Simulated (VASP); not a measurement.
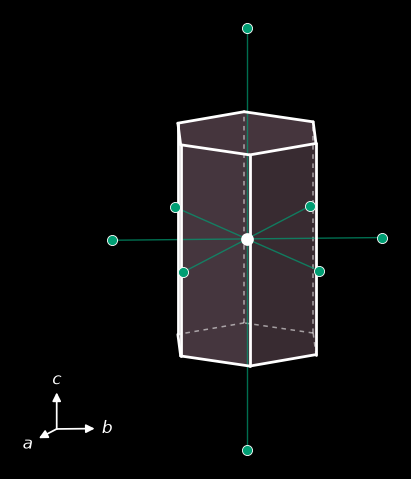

The Wigner–Seitz cell of the crystal's lattice, with lines to the lattice points that define its faces. Crystal: Cu, a cell listed in the Materials Project, as set up for an electronic-structure calculation. Symmetry computed with spglib at a tolerance of 0.002 Å; standard conventional cell.

a = 2.534 Å, b = 2.534 Å, c = 4.113 Å, α = 90.00°, β = 90.00°, γ = 120.00°; space group P6₃/mmc, No. 194.

Describe the polyhedron.

Answer. A hexagonal prism: 8 faces (6 with 4 edges, 2 with 6 edges), 18 edges, 12 vertices. Its volume is that of the primitive cell, 22.9 Å³.

Which lattice vectors do the faces bisect?

Answer.
```csv
example,length (Å),faces,edges of each,area (Å²)
a + b,2.53,6,4,6.0
c,4.11,2,6,5.6
```
